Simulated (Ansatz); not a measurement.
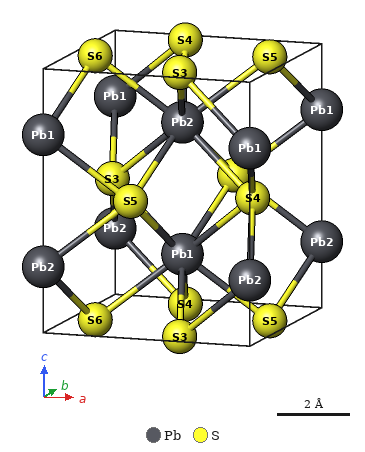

Crystalline PbS2 (built on the database structure type), before the relaxation. The picture is a ball-and-stick view of the conventional cell (2 times the calculation's cell), seen slightly off an axis. Lengths and directions refer to the drawn axes.

All numbers below come from DFT, PBEsol, plane waves, PAW in Ansatz.

The input:
```yaml
crystal:
  lattice:
    - [-3.07496717, 3.07496717, 3.77659835]
    - [3.07496717, -3.07496717, 3.77659835]
    - [3.07496717, 3.07496717, -3.77659835]
  atoms:
    - { symbol: Pb, position: [0.75, 0.75, 0.0] }
    - { symbol: Pb, position: [0.25, 0.25, 0.0] }
    - { symbol: S, position: [0.11903197, 0.61903197, 0.73806395] }
    - { symbol: S, position: [0.88096802, 0.38096803, 0.26193605] }
    - { symbol: S, position: [0.61903197, 0.88096802, 0.5] }
    - { symbol: S, position: [0.38096803, 0.11903197, 0.5] }
kpoints:
  mp_grid: { grid: [6, 6, 6] }
hamiltonian:
  xc: pbesol
scf:
  occupations: { method: fermi_dirac, width: 0.03 }
relax:
  f_tol: 0.01
  cell: {}
  max_steps: 120
```

Command:
```bash
ansatz run input.yaml --threads 2 --pin off --max-ram 20275MiB --backend cpu --events-out ev --progress --plain --runs-dir out
```

Q: Predict the outcome.

A: The largest moves relative to the cell, 0.019 Å, are those of S3, S4, S5 and S6. S6 goes along [1 −1 0]. Pb stays in place. The volume changes by −3.7 %, with a = b 6.150 → 6.072 Å (−1.3 %), c 7.553 → 7.460 Å (−1.2 %). Among the contacts that change: Pb1–S3 3.097 → 3.051 Å, S3–S4 2.071 → 2.082 Å. The space group stays I4/mcm (No. 140). Over 4 accepted moves (5 points after the start) the energy falls by 6.7 meV per atom. The largest force component goes from 0.17 to 0.00019 eV/Å. Pressure: −1.82 GPa at the start and 0.00 GPa at the end. At 1 point the geometry stayed and the basis and grid were re-selected for the new cell (energy shift of 0.1 meV per atom at most each time).

After the run, drawn alike:

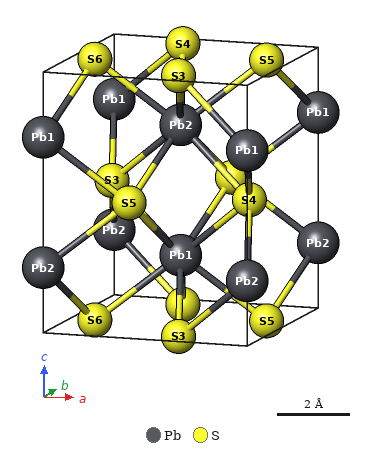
